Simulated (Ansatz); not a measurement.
The material is a (100) slab cut from Si (Fd-3m), of composition Si6H3O (not the bulk's), ended by Si planes, 40 atoms in the cell, the slab at its places in the relaxed adsorbed structure; a = 7.67 Å, b = 7.67 Å, c = 29.44 Å, α = 90.00°, β = 90.00°, γ = 90.00°.

Ansatz; DFT PBE+D3(BJ), scalar-relativistic, plane waves, PAW, no spin polarisation, 2×2×1 k mesh, 420 eV cutoff, Gaussian smearing of 0.05 eV.

What does the potential across the slab give for the band edges against vacuum?

From the vacuum level at the right face the ionisation potential is 4.65 eV and the electron affinity 3.66 eV; at the left face they are 4.87 and 3.89 eV. The slab's gap, their difference before rounding, is 0.98 eV. The vacuum levels differ by 0.23 eV, so the slab carries a dipole along its normal. The outermost atoms are 10.3 Å apart, which leaves 19.2 Å of vacuum in a cell 29.4 Å high.

The atoms aren't at rest in this cell (largest force 1.4 eV/Å), so the relaxed material can differ.

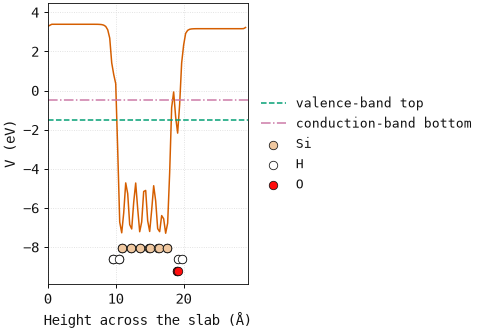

Plane-averaged electrostatic potential energy of an electron across the slab; circles at the bottom mark the heights of the atoms.
